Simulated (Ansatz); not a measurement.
NbP: geometry relaxation (part 2 of 2)

The same run, continued: NbP (slab, 8 atoms in the cell); DFT PBE, scalar-relativistic, plane waves, PAW, no spin polarisation (Ansatz 0.2.0); cutoff 420 eV, 10×10×1 k-mesh, Gaussian smearing of 0.1 eV. The structure derives from a Materials Project entry. It belongs to a series of runs on one base structure; here: (0 0 1) slab, atoms relaxed.

Geometry of the input (Å; fractional positions):
```
3.3470  0.0000  0.0000
0.0000  3.3470  0.0000
0.0000  0.0000  25.4845
P  0.0000  0.0000  0.2943
Nb 0.0000  0.5000  0.3694
P  0.5000  0.0000  0.4064
Nb 0.0000  0.0000  0.4815
P  0.5000  0.5000  0.5185
Nb 0.5000  0.0000  0.5936
P  0.0000  0.5000  0.6306
Nb 0.5000  0.5000  0.7057
```

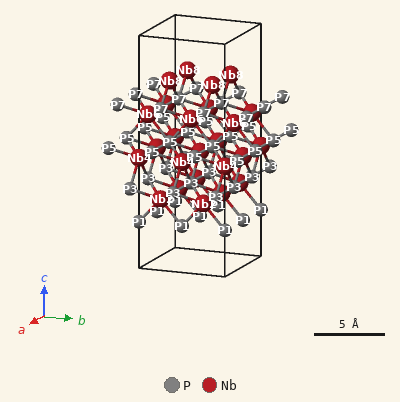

**Figure 1.** The geometry at step 2 of the log (ball-and-stick view of the 2 × 2 repeat of the cell, with the vacuum cut short, seen slightly off an axis; bonded neighbours outside the cell are drawn too; atoms are numbered from 1 in the order of the input).

Log, continued
```
relax step   3: F+E_penalty+E_count = -21234.52658810 eV  Δ(F+E_penalty+E_count) = -2.665e-2 eV  max|allowed force component| = 2.019e-1 eV/Å  Δτ_max = 0.0910 Å  (6 SCF iters, dr2 threshold 3.21e-5 eV, accepted)
SCF iter   1: F=—  HF=-21234.532034 eV  |F-HF|=—  |Δ(HF+E_count)|=         —  Δρ=1.71e-3  dr2=5.53e-2  ethr=5.63e-4  p=0.118 e·Å  D=7.49e-2 V/Å  ΔV_dip=-1.91 eV  dr2_dipole=1.23e-2  V_vac-E_F(+/−)=3.66/5.57 eV  ⟨swp⟩=2.2  Hψ=2598  notcnv=0  defer=73
efield: sawtooth ramp at fractional position 0.9800 (handed on by an earlier solve), width 0.0400; the density the first Hamiltonian is built on has a dipole p = 0.118 e·Å; the dipole correction subtracts the counter field D = 7.49e-2 V/Å, which shifts the + side's vacuum level by -1.91 eV against the − side's; the planar-averaged density in the ramp window peaks in size at 1.7e-6 e/Å³
preconditioner: auto → LDOS  [metal: Δε(μ)=0.025 eV  Ē_g=5.595 eV  σ=0.100 eV  W_gap=0.14  n_scr=52 (ndim 8)  ℏωp=13.9 eV  f_vac=0.458  D(μ)=6.74/eV (n_scr^D=44)  β→1.0]
SCF iter   2: F=—  HF=-21234.530396 eV  |F-HF|=—  |Δ(HF+E_count)|=   1.64e-3  Δρ=5.22e-4  dr2=3.85e-3  ethr=7.68e-5  p=0.119 e·Å  D=7.53e-2 V/Å  ΔV_dip=-1.92 eV  dr2_dipole=1.11e-3  V_vac-E_F(+/−)=3.66/5.57 eV  ⟨swp⟩=1.5  Hψ=1905  notcnv=0  defer=73
SCF iter   3: F=—  HF=-21234.530193 eV  |F-HF|=—  |Δ(HF+E_count)|=   2.03e-4  Δρ=2.86e-4  dr2=4.69e-4  ethr=5.35e-6  p=0.119 e·Å  D=7.54e-2 V/Å  ΔV_dip=-1.92 eV  dr2_dipole=7.77e-6  V_vac-E_F(+/−)=3.65/5.57 eV  ⟨swp⟩=2.7  Hψ=3041  notcnv=0  defer=73
SCF iter   4: F=—  HF=-21234.530161 eV  |F-HF|=—  |Δ(HF+E_count)|=   3.19e-5  Δρ=4.49e-5  dr2=1.80e-5  ethr=6.52e-7  p=0.119 e·Å  D=7.52e-2 V/Å  ΔV_dip=-1.92 eV  dr2_dipole=1.53e-6  V_vac-E_F(+/−)=3.66/5.57 eV  ⟨swp⟩=2.1  Hψ=2531  notcnv=0  defer=73
SCF iter   5: F=-21234.530160 eV  HF=-21234.530160 eV  |F-HF|=4.28e-7  |Δ(HF+E_count)|=   5.06e-7  Δρ=1.54e-5  dr2=1.84e-6  ethr=4.50e-9  p=0.118 e·Å  D=7.51e-2 V/Å  ΔV_dip=-1.91 eV  dr2_dipole=1.59e-7  V_vac-E_F(+/−)=3.66/5.57 eV  ⟨swp⟩=20.7  Hψ=16475  notcnv=0
SCF 4 converged in 5 iterations: F = -21234.530160 eV  dr2 = 1.84e-6
relax step   4: F+E_penalty+E_count = -21234.53015969 eV  Δ(F+E_penalty+E_count) = -3.572e-3 eV  max|allowed force component| = 7.676e-2 eV/Å  Δτ_max = 0.0259 Å  (5 SCF iters, dr2 threshold 3.24e-6 eV, accepted)
SCF iter   1: F=—  HF=-21234.530618 eV  |F-HF|=—  |Δ(HF+E_count)|=         —  Δρ=3.62e-4  dr2=1.18e-3  ethr=3.20e-5  p=0.118 e·Å  D=7.51e-2 V/Å  ΔV_dip=-1.91 eV  dr2_dipole=1.21e-4  V_vac-E_F(+/−)=3.66/5.57 eV  ⟨swp⟩=2.0  Hψ=2390  notcnv=0
efield: sawtooth ramp at fractional position 0.9800 (handed on by an earlier solve), width 0.0400; the density the first Hamiltonian is built on has a dipole p = 0.118 e·Å; the dipole correction subtracts the counter field D = 7.51e-2 V/Å, which shifts the + side's vacuum level by -1.91 eV against the − side's; the planar-averaged density in the ramp window peaks in size at 1.7e-6 e/Å³
preconditioner: auto → LDOS  [metal: Δε(μ)=0.025 eV  Ē_g=5.591 eV  σ=0.100 eV  W_gap=0.14  n_scr=52 (ndim 8)  ℏωp=13.9 eV  f_vac=0.458  D(μ)=6.80/eV (n_scr^D=44)  β→1.0]
SCF iter   2: F=—  HF=-21234.530541 eV  |F-HF|=—  |Δ(HF+E_count)|=   7.72e-5  Δρ=1.83e-4  dr2=3.07e-4  ethr=1.64e-6  p=0.117 e·Å  D=7.43e-2 V/Å  ΔV_dip=-1.89 eV  dr2_dipole=8.03e-5  V_vac-E_F(+/−)=3.66/5.55 eV  ⟨swp⟩=2.4  Hψ=2488  notcnv=0
SCF iter   3: F=—  HF=-21234.530568 eV  |F-HF|=—  |Δ(HF+E_count)|=   2.70e-5  Δρ=4.96e-5  dr2=3.10e-5  ethr=4.27e-7  p=0.117 e·Å  D=7.43e-2 V/Å  ΔV_dip=-1.89 eV  dr2_dipole=1.63e-6  V_vac-E_F(+/−)=3.66/5.55 eV  ⟨swp⟩=2.5  Hψ=2150  notcnv=0
SCF iter   4: F=—  HF=-21234.530564 eV  |F-HF|=—  |Δ(HF+E_count)|=   3.71e-6  Δρ=1.53e-5  dr2=1.98e-6  ethr=4.31e-8  p=0.117 e·Å  D=7.41e-2 V/Å  ΔV_dip=-1.89 eV  dr2_dipole=2.62e-7  V_vac-E_F(+/−)=3.66/5.55 eV  ⟨swp⟩=2.9  Hψ=2515  notcnv=0
SCF iter   5: F=-21234.530564 eV  HF=-21234.530564 eV  |F-HF|=3.49e-7  |Δ(HF+E_count)|=   1.11e-7  Δρ=5.39e-6  dr2=4.24e-7  ethr=6.50e-10  p=0.117 e·Å  D=7.41e-2 V/Å  ΔV_dip=-1.89 eV  dr2_dipole=9.03e-8  V_vac-E_F(+/−)=3.66/5.55 eV  ⟨swp⟩=17.4  Hψ=14441  notcnv=0
SCF 5 converged in 5 iterations: F = -21234.530564 eV  dr2 = 4.24e-7
relax step   5: F+E_penalty+E_count = -21234.53056393 eV  Δ(F+E_penalty+E_count) = -4.042e-4 eV  max|allowed force component| = 1.702e-2 eV/Å  Δτ_max = 0.0053 Å  (5 SCF iters, dr2 threshold 4.68e-7 eV, accepted)
iter 1 solved again at ethr=6.09e-10 eV; its pass at ethr=3.10e-3 eV (dr2=4.39e-7 eV) is discarded
SCF iter   1: F=—  HF=-21234.530585 eV  |F-HF|=—  |Δ(HF+E_count)|=         —  Δρ=5.44e-6  dr2=4.39e-7  ethr=6.09e-10  p=0.117 e·Å  D=7.41e-2 V/Å  ΔV_dip=-1.89 eV  dr2_dipole=9.71e-8  V_vac-E_F(+/−)=3.66/5.55 eV  ⟨swp⟩=1.0  Hψ=4032  notcnv=0
efield: sawtooth ramp at fractional position 0.9800 (handed on by an earlier solve), width 0.0400; the density the first Hamiltonian is built on has a dipole p = 0.117 e·Å; the dipole correction subtracts the counter field D = 7.41e-2 V/Å, which shifts the + side's vacuum level by -1.89 eV against the − side's; the planar-averaged density in the ramp window peaks in size at 1.7e-6 e/Å³
preconditioner: auto → LDOS  [metal: Δε(μ)=0.023 eV  Ē_g=5.591 eV  σ=0.100 eV  W_gap=0.13  n_scr=52 (ndim 8)  ℏωp=13.9 eV  f_vac=0.458  D(μ)=6.78/eV (n_scr^D=44)  β→1.0]
SCF iter   2: F=-21234.530564 eV  HF=-21234.530564 eV  |F-HF|=3.23e-8  |Δ(HF+E_count)|=   2.07e-5  Δρ=2.30e-6  dr2=5.94e-8  ethr=1.39e-10  p=0.117 e·Å  D=7.40e-2 V/Å  ΔV_dip=-1.89 eV  dr2_dipole=6.84e-9  V_vac-E_F(+/−)=3.66/5.55 eV  ⟨swp⟩=9.3  Hψ=12086  notcnv=0
SCF 6 converged in 2 iterations: F = -21234.530564 eV  dr2 = 5.94e-8
relax step   6: F+E_penalty+E_count = -21234.53056429 eV  Δ(F+E_penalty+E_count) = -3.592e-7 eV  max|allowed force component| = 1.701e-2 eV/Å  Δτ_max = 0.0000 Å  (2 SCF iters, accepted)
WARN: The output density's exchange-correlation potential varies sharply where the density is thin. Do not read a vacuum level from v_tot or v_xc, or from such a field of the output density. On a cell that repeats whose density bears no net charge and no dipole along the vacuum's axis use v_es (v_loc + v_h of the components); under efield.dipole_correction with no amplitude use v_es + v_field, which holds any external_charges[].barrier, or the levels of the report's work_function block, which leave it out; under a non-zero efield.amplitude the vacuum is tilted and has no level; on a cell that repeats and bears such a dipole with no correction it is tilted too, and efield.dipole_correction with no amplitude gives each side of its ramp a level where efield: is served; in a cell that repeats whose density bears a net charge (total_charge, or a fill off its count) it is curved and has none; of a slab under crystal.periodic whose density bears no net charge use v_es, which has a level on each side, short of where the two are joined; of another it falls or rises all the way out and has none; of a slab beside external_charges read slab_vacuum_level instead, which it has where they leave it neutral. The grid or the basis barely resolves most such structure, and the values can differ between equally converged runs; as a rule a tighter scf.convergence.dr2_threshold does not remove it. Where the density itself ripples (under the LDA too) a higher basis.ecutwfc lessens it. The files hold the spikes' plane waves up to the density's cutoff. Files: v_tot_of_output_density and the like, and their columns of v_z.tsv (output.write_potential); v_xc_of_output_density and the like, and their columns of v_comp_z.tsv (output.write_potential_components). Measured: with its Gaussian average of σ = 0.25 Å subtracted twice, the exchange-correlation potential is over 0.1 eV at 56 of the grid points where the equally averaged density (valence and model cores) is under 1e-3 e/Å³, and 0.194 eV at the most among them, at an averaged density of 2.3e-8 e/Å³. The input density's (outcome.potential() and, of a run that writes arrays, v_tot and v_xc) is over 0.1 eV, so measured, at 14 points of its own thin density, 0.174 eV at the most. See output.write_potential in the manual, Limitations
SCF converged after 2 iterations
Free energy (F): -21234.530564 eV
Harris-Foulkes:  -21234.530564 eV  (|F-HF|=3.23e-8)
Internal energy: -21234.496652 eV  (E = F + TS)
E sigma→0 (E₀):  -21234.513608 eV
Entropy (-TS):   -0.033912 eV (-4.239 meV/atom)
Fermi energy:    4.220066 eV
Dipole field:    D = 0.074108 V/Å  (p = 0.116923 e·Å, saw-weighted, corrected)
Work function:   Φ+ = 3.6592 eV   Φ− = 5.5478 eV
Levels:          The Fermi level and band energies are counted from a zero that moves with the ramp; work functions are not
--- Per-component energies (eV) ---
  E_band       = -1048.086208
  E_kinetic    = 1858.243912
  E_local      = -57612.976047  (includes V_loc(G=0)·N_el)
  E_nonlocal   = 612.738110
  E_hartree    = 27824.705647
  E_xc         = -947.828811
  E_vxc        = -1094.541986  (∫ρ·V_xc dr)
  E_paw        = -14570.327999  (= ΣΔE_a)
  E_vpaw       = -458.804913  (= ΣTr[D̂ρ^β])
  E_aug_tail   = 0.000042  (compensation charges beyond the density's cutoff)
  E_efield     = 0.004332  (sawtooth field / dipole correction)
  E_vefield    = -2.172252  (∫n·V_field dr)
  E_ewald      = 21600.944161
  E_smearing   = -0.033912  (= −TS)
  E_closure    = 0.000000  (closes the sum)
  Σ components = -21234.530564   (vs F -21234.530564, Δ=0.00e0)
--- Forces (eV/Å), atoms counted from 1 ---
  atom   1  P      0.00000000     0.00000000     0.00418878
  atom   2  Nb     0.00000000     0.00000000     0.00079452
  atom   3  P      0.00000000     0.00000000    -0.01634461
  atom   4  Nb     0.00000000     0.00000000     0.01700821
  atom   5  P      0.00000000     0.00000000     0.00531395
  atom   6  Nb     0.00000000     0.00000000    -0.01699698
  atom   7  P      0.00000000     0.00000000     0.00877396
  atom   8  Nb     0.00000000     0.00000000    -0.00273345
  max |Σ_I F_I| component: 4.36e-6 eV/Å
--- Band table (eV; the first three rows and the last of 36) ---
  k-point 0: bands = ["-50.9881", "-50.6887", "-50.6174", "-50.5932", "-27.2539", "-26.9132", "-26.8607", "-26.8555", "-26.7772", "-26.7246", "-26.7019", "-26.6666", "-26.6501", "-26.6254", "-26.5812", "-26.5619", "-8.3030", "-7.6526", "-6.7458", "-5.3495", "-1.6034", "-0.4148", "0.8694", "1.3867", "1.5247", "1.5710", "1.6256", "1.8319", "1.8382", "2.1866", "2.3917", "2.9493", "3.0948", "3.2085", "4.1480", "4.1717", "4.4687", "4.8816", "5.1672", "5.4279", "5.7101", "6.0685", "6.2655", "6.4756"]
  k-point 1: bands = ["-50.9867", "-50.6870", "-50.6154", "-50.5918", "-27.2509", "-26.9115", "-26.8896", "-26.8444", "-26.8020", "-26.7207", "-26.6991", "-26.6789", "-26.6644", "-26.6231", "-26.5896", "-26.5743", "-8.1736", "-7.5358", "-6.6718", "-5.3272", "-1.5226", "-0.3410", "0.7889", "1.0769", "1.3262", "1.4931", "1.5314", "1.7898", "2.0951", "2.1300", "2.4612", "2.9119", "2.9858", "3.3269", "3.8677", "4.2402", "4.4707", "4.6466", "5.0660", "5.2495", "5.8507", "6.1463", "6.2503", "6.5407"]
  k-point 2: bands = ["-50.9829", "-50.6827", "-50.6102", "-50.5883", "-27.2444", "-26.9441", "-26.9071", "-26.8654", "-26.8366", "-26.7459", "-26.7164", "-26.6916", "-26.6587", "-26.6423", "-26.6171", "-26.5759", "-7.8069", "-7.2140", "-6.4760", "-5.2678", "-1.3531", "-0.2137", "0.3062", "0.5716", "0.7601", "1.4111", "1.4661", "1.6657", "2.1662", "2.3586", "2.4984", "2.5195", "3.1702", "3.3302", "3.9060", "4.0751", "4.4206", "4.7647", "4.9666", "5.0134", "5.7067", "5.9129", "6.2183", "6.3594"]
  k-point 35: bands = ["-50.9574", "-50.6541", "-50.5799", "-50.5632", "-27.2118", "-27.1187", "-27.0382", "-26.9793", "-26.9381", "-26.8986", "-26.8730", "-26.8491", "-26.7871", "-26.6914", "-26.6181", "-26.6148", "-6.0917", "-6.0459", "-5.9836", "-4.0709", "-0.9694", "-0.8142", "-0.6704", "-0.5536", "-0.4298", "-0.4278", "0.1966", "1.2465", "1.3160", "1.5871", "3.0312", "3.2851", "3.2967", "3.3688", "3.9630", "4.1539", "4.9363", "5.7409", "6.2098", "6.2897", "7.0751", "7.1971", "7.2535", "7.2566"]
--- Relaxed structure (6 steps of the walk, 6 accepted, 0 SCFs on fresh bases) ---
  F+E_penalty+E_count = -21234.53056429 eV   max|allowed force component| = 1.701e-2 eV/Å
  atoms:
    - { symbol: P, position: [0.0, 0.0, 0.29752059202819897] }
    - { symbol: Nb, position: [0.0, 0.5000000000000001, 0.36792762926392175] }
    - { symbol: P, position: [0.5000000000000001, 0.0, 0.4071122921136776] }
    - { symbol: Nb, position: [0.0, 0.0, 0.48192765908571084] }
    - { symbol: P, position: [0.5000000000000001, 0.5000000000000001, 0.5189220043065758] }
    - { symbol: Nb, position: [0.5000000000000001, 0.0, 0.5933882944958779] }
    - { symbol: P, position: [0.0, 0.5000000000000001, 0.6320971547620043] }
    - { symbol: Nb, position: [0.5000000000000001, 0.5000000000000001, 0.7011043739440332] }
```

Trajectory as extended XYZ (Å, eV, eV/Å), 6 frames, from step=1 to step=6
```
8
Lattice="3.3470 0.0000 0.0000 0.0000 3.3470 0.0000 0.0000 0.0000 25.4845" Properties=species:S:1:pos:R:3:forces:R:3 step=1 energy=-21234.38582
P     0.0000    0.0000    7.5000    0.0000   0.0000   0.5396
Nb    0.0000    1.6735    9.4135    0.0000   0.0000  -0.7631
P     1.6735    0.0000   10.3570    0.0000   0.0000   0.2071
Nb    0.0000    0.0000   12.2705    0.0000   0.0000   0.0829
P     1.6735    1.6735   13.2140    0.0000   0.0000   0.0463
Nb    1.6735    0.0000   15.1275    0.0000   0.0000  -0.0949
P     0.0000    1.6735   16.0710    0.0000   0.0000   1.2096
Nb    1.6735    1.6735   17.9845    0.0000   0.0000  -1.2274
8
Lattice="3.3470 0.0000 0.0000 0.0000 3.3470 0.0000 0.0000 0.0000 25.4845" Properties=species:S:1:pos:R:3:forces:R:3 step=2 energy=-21234.49994
P     0.0000    0.0000    7.5722    0.0000   0.0000   0.1835
Nb    0.0000    1.6735    9.3958    0.0000   0.0000  -0.1095
P     1.6735    0.0000   10.3939    0.0000   0.0000   0.0081
Nb    0.0000    0.0000   12.3114    0.0000   0.0000  -0.2154
P     1.6735    1.6735   13.2425    0.0000   0.0000   0.0031
Nb    1.6735    0.0000   15.1400    0.0000   0.0000  -0.3695
P     0.0000    1.6735   16.0859    0.0000   0.0000  -0.2139
Nb    1.6735    1.6735   17.7962    0.0000   0.0000   0.7167
8
Lattice="3.3470 0.0000 0.0000 0.0000 3.3470 0.0000 0.0000 0.0000 25.4845" Properties=species:S:1:pos:R:3:forces:R:3 step=3 energy=-21234.52659
P     0.0000    0.0000    7.5662    0.0000   0.0000   0.0649
Nb    0.0000    1.6735    9.3732    0.0000   0.0000  -0.1072
P     1.6735    0.0000   10.3621    0.0000   0.0000   0.0320
Nb    0.0000    0.0000   12.2699    0.0000   0.0000   0.0824
P     1.6735    1.6735   13.2177    0.0000   0.0000   0.0816
Nb    1.6735    0.0000   15.1250    0.0000   0.0000   0.0340
P     0.0000    1.6735   16.1366    0.0000   0.0000  -0.2021
Nb    1.6735    1.6735   17.8872    0.0000   0.0000   0.0126
8
Lattice="3.3470 0.0000 0.0000 0.0000 3.3470 0.0000 0.0000 0.0000 25.4845" Properties=species:S:1:pos:R:3:forces:R:3 step=4 energy=-21234.53016
P     0.0000    0.0000    7.5773    0.0000   0.0000   0.0572
Nb    0.0000    1.6735    9.3817    0.0000   0.0000  -0.0768
P     1.6735    0.0000   10.3740    0.0000   0.0000   0.0182
Nb    0.0000    0.0000   12.2829    0.0000   0.0000  -0.0122
P     1.6735    1.6735   13.2243    0.0000   0.0000   0.0003
Nb    1.6735    0.0000   15.1192    0.0000   0.0000   0.0392
P     0.0000    1.6735   16.1108    0.0000   0.0000  -0.0296
Nb    1.6735    1.6735   17.8678    0.0000   0.0000   0.0036
8
Lattice="3.3470 0.0000 0.0000 0.0000 3.3470 0.0000 0.0000 0.0000 25.4845" Properties=species:S:1:pos:R:3:forces:R:3 step=5 energy=-21234.53056
P     0.0000    0.0000    7.5822    0.0000   0.0000   0.0043
Nb    0.0000    1.6735    9.3764    0.0000   0.0000   0.0005
P     1.6735    0.0000   10.3750    0.0000   0.0000  -0.0164
Nb    0.0000    0.0000   12.2817    0.0000   0.0000   0.0170
P     1.6735    1.6735   13.2245    0.0000   0.0000   0.0053
Nb    1.6735    0.0000   15.1222    0.0000   0.0000  -0.0170
P     0.0000    1.6735   16.1087    0.0000   0.0000   0.0088
Nb    1.6735    1.6735   17.8673    0.0000   0.0000  -0.0028
8
Lattice="3.3470 0.0000 0.0000 0.0000 3.3470 0.0000 0.0000 0.0000 25.4845" Properties=species:S:1:pos:R:3:forces:R:3 step=6 energy=-21234.53056
P     0.0000    0.0000    7.5822    0.0000   0.0000   0.0042
Nb    0.0000    1.6735    9.3764    0.0000   0.0000   0.0008
P     1.6735    0.0000   10.3750    0.0000   0.0000  -0.0163
Nb    0.0000    0.0000   12.2817    0.0000   0.0000   0.0170
P     1.6735    1.6735   13.2245    0.0000   0.0000   0.0053
Nb    1.6735    0.0000   15.1222    0.0000   0.0000  -0.0170
P     0.0000    1.6735   16.1087    0.0000   0.0000   0.0088
Nb    1.6735    1.6735   17.8673    0.0000   0.0000  -0.0027
```

Summary

```tsv
quantity	value
outcome	converged
electrons treated	72
free energy	−21234.5306 eV
work function, top face	3.66 eV
work function, bottom face	5.55 eV
Fermi energy	4.220 eV
gap on the k-point mesh	none (metallic)
final volume	285.50 Å³
work function (upper face)	3.66 eV
largest force (length of the vector) at the end	0.017 eV/Å
hardware	1 thread of Intel Xeon @ 2.70GHz, 189 GiB of memory available, shared host
wall time	4.9 min
peak memory	0.68 GiB
```

The program warns: the exchange-correlation potential is rough where the density is thin.
